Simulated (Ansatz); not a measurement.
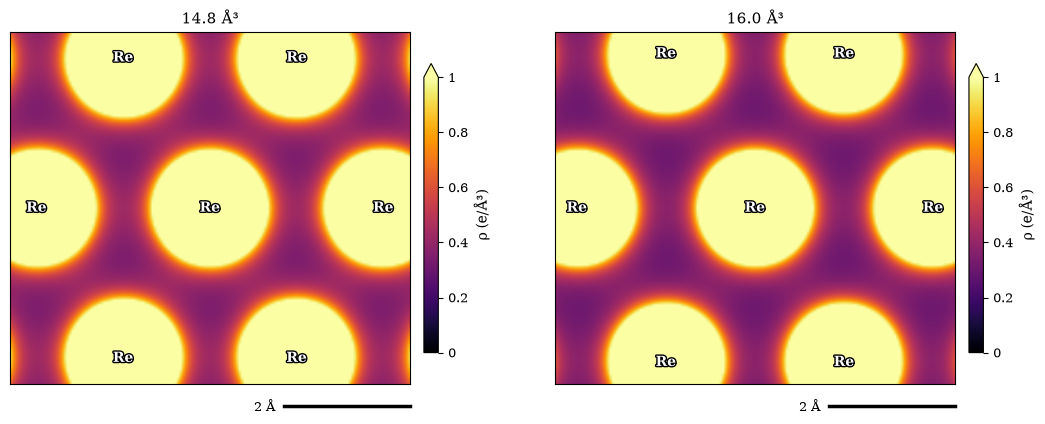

Re. The valence charge density (pseudo) of cells scaled evenly to different volumes (given per atom above each panel), on the (111) plane of each (indices in the axes of the cell below), at one length scale and on one colour scale.

Level of theory: Kohn-Sham DFT of a periodic cell, PBE, Ansatz PAW (Ansatz).

The density is the valence pseudo-density of a PAW calculation; it isn't the true density close to the nuclei.

The largest cell:

```
Re
1.0
     0.00000    2.00099    2.00099
     2.00099    0.00000    2.00099
     2.00099    2.00099    0.00000
Re
1
Direct
  0.00000 0.00000 0.00000
```

| volume (Å³/atom) | Re–Re contact in the plane (Å) | ρ at its midpoint (e/Å³) | pressure (GPa) | 
| --- | --- | --- | --- |
| 14.79 | 2.755 | 0.428 | 5.4 | 
| 15.72 | 2.812 | ? | ? | 
| 16.02 | 2.830 | 0.382 | −20.6 | 

### Estimate the missing row, and compare with the calculation.

Over the known rows ln ρ falls by 1.52 per Å of Re–Re distance (the line through the two), which gives 0.393 e/Å³ at 2.812 Å; the calculation gives 0.393 e/Å³. For the pressure, a straight line in volume between the neighbouring rows gives −14.3 GPa; the calculation gives −15.1, lower because pressure rises ever faster on compression.
